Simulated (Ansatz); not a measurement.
AlN (interface cell)

Input

```
crystal:
  lattice:
    - [3.113514336, 0.0, 0.0]
    - [0.0, 3.113514336, 0.0]
    - [0.0, 0.0, 17.6126968024]
  atoms:
    - { symbol: Al, position: [0.0, 0.0, 0.0] }
    - { symbol: Al, position: [0.5, 0.5, 0.125] }
    - { symbol: "N", position: [0.0, 0.5, 0.1875] }
    - { symbol: "N", position: [0.5, 0.0, 0.0625] }
    - { symbol: Al, position: [0.0, 0.0, 0.25] }
    - { symbol: Al, position: [0.5, 0.5, 0.375] }
    - { symbol: "N", position: [0.0, 0.5, 0.4375] }
    - { symbol: "N", position: [0.5, 0.0, 0.3125] }
    - { symbol: "N", position: [0.0, 0.0, 0.5] }
    - { symbol: "N", position: [0.5, 0.5, 0.625] }
    - { symbol: Al, position: [0.0, 0.5, 0.6875] }
    - { symbol: Al, position: [0.5, 0.0, 0.5625] }
    - { symbol: "N", position: [0.0, 0.0, 0.75] }
    - { symbol: "N", position: [0.5, 0.5, 0.875] }
    - { symbol: Al, position: [0.0, 0.5, 0.9375] }
    - { symbol: Al, position: [0.5, 0.0, 0.8125] }
basis:
  ecutwfc: 420
kpoints:
  mp_grid: { grid: [8, 8, 2] }
hamiltonian:
  xc: pbe
scf:
  occupations: { method: gaussian, width: 0.05 }
output:
  forces: true
  stress: true
  eigenvalues: true
  populations: true
  write_density: true
  write_potential: true
  elf: true
  volumetric_format: npy
relax:
  adjacent_minimum: "off"
  f_tol: 0.02
  max_steps: 45
  cell: { fix: [a, b, alpha, beta, gamma], stress_tol: 0.1 }
```

Launched as:

```sh
ansatz run input.yaml --threads 2 --pin off --max-ram 5120MiB --backend cpu --events-out ev --progress --plain --runs-dir out
```

The fields are those of the relaxed geometry.

The calculation used DFT PBE, scalar-relativistic, plane waves, PAW (Ansatz).

The density is the valence pseudo-density of a PAW calculation; it isn't the true density close to the nuclei.

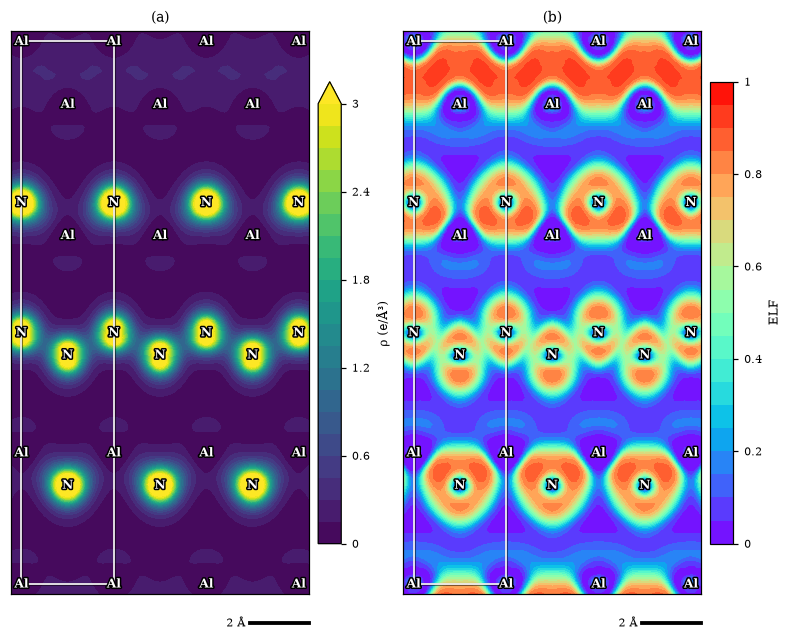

Figure 1. (a) valence electron density; (b) ELF on the (100) plane of the calculation cell.

Q: What does the map show?

A: The section cuts through Al and N sites. Al–N (1.91 Å): ρ is about 0.67 e/Å³ halfway; the ELF peaks at about 0.90 in the valence shell of N, 0.8 Å from its nucleus, and is about 0.85 at the midpoint. Between the atoms the lowest density in this plane is 0.05 e/Å³. The ELF also peaks beside N, away from the bonds: lone-pair regions.

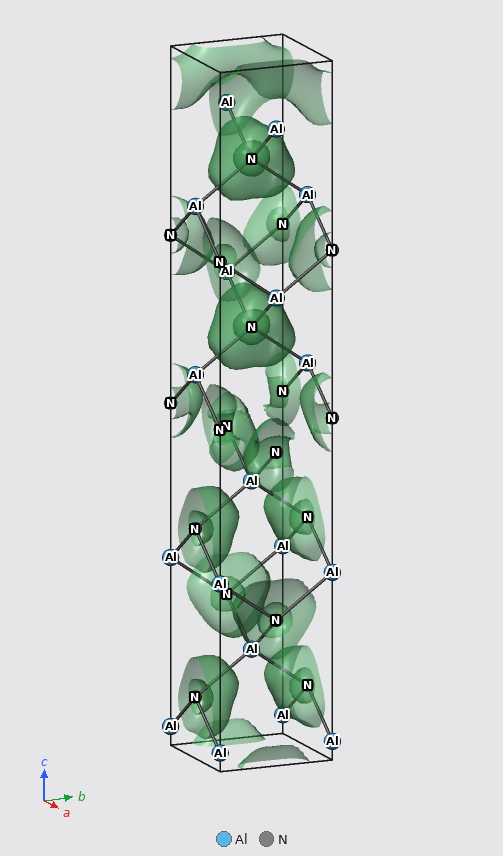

Figure 2. Isosurface of the electron localisation function at 0.7 (green), seen slightly off an axis. Only the valence region is drawn (cores and ρ < 0.01 e/Å³ removed). Sticks mark near contacts.

Q: Identify the bonds, lone pairs and shells in this picture.

A: At this value the surface marks out eight regions on N in which the atom's valence shell and bonds are merged and channels that run through the cell in one direction, counted in one cell of 16 atoms. Any copies at cell faces, edges or corners count once. Along the contacts the grid gives the following. Al–N (1.90 Å): the ELF peaks at about 0.95 between the atoms.

Q: Does the calculation give a band gap?

A: It is gapless in this calculation (a metal or semimetal).
